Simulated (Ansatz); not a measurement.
System: SnSe₂, space group R-3m (No. 166) (cell built by us, not taken from a database).

Input of the run:
```
crystal:
  lattice:
    - [1.9122916093, 1.1040620754, 6.335094054]
    - [-1.9122916093, 1.1040620754, 6.335094054]
    - [0.0, -2.2081241508, 6.335094054]
  atoms:
    - { symbol: Sn, position: [0.0, 0.0, 0.0] }
    - { symbol: Se, position: [0.2505568941, 0.2505568941, 0.2505568941] }
    - { symbol: Se, position: [0.7494431059, 0.7494431059, 0.7494431059] }
kpoints:
  mp_grid: { grid: [6, 6, 6] }
hamiltonian:
  xc: pbe
scf:
  occupations: { method: fixed }
dielectric: {}
```

Command:
```bash
ansatz run input.yaml --threads 2 --pin off --max-ram 2211MiB --backend cpu --events-out ev --progress --plain --runs-dir out
```

How it was computed, with Ansatz 0.2.0: Born effective charges by linear response at the zone centre, in units of the proton charge, Cartesian axes of the given cell; DFT, PBE, plane waves, PAW. Level: PBE, no spin polarisation.

periodic directions 3; potentials PAW; wave cutoff 420 eV; k mesh 6×6×6.

Describe the result: the mean Born effective charge of each atom. The cases: Sn; Se 1; Se 2.

The largest in size is that of Sn, 3.86 e, and the charges add up to 0.00 e. Sn is the most anisotropic: its diagonal components run from 1.59 to 5.00 e.

```json
{"atom": "Sn", "mean Born effective charge (e)": "3.86", "Born charge xx (e)": "5.004", "Born charge zz (e)": "1.587"}
{"atom": "Se 1", "mean Born effective charge (e)": "-1.93", "Born charge xx (e)": "-2.502", "Born charge zz (e)": "-0.794"}
{"atom": "Se 2", "mean Born effective charge (e)": "-1.93", "Born charge xx (e)": "-2.502", "Born charge zz (e)": "-0.794"}
```

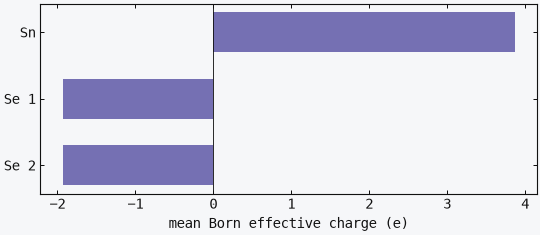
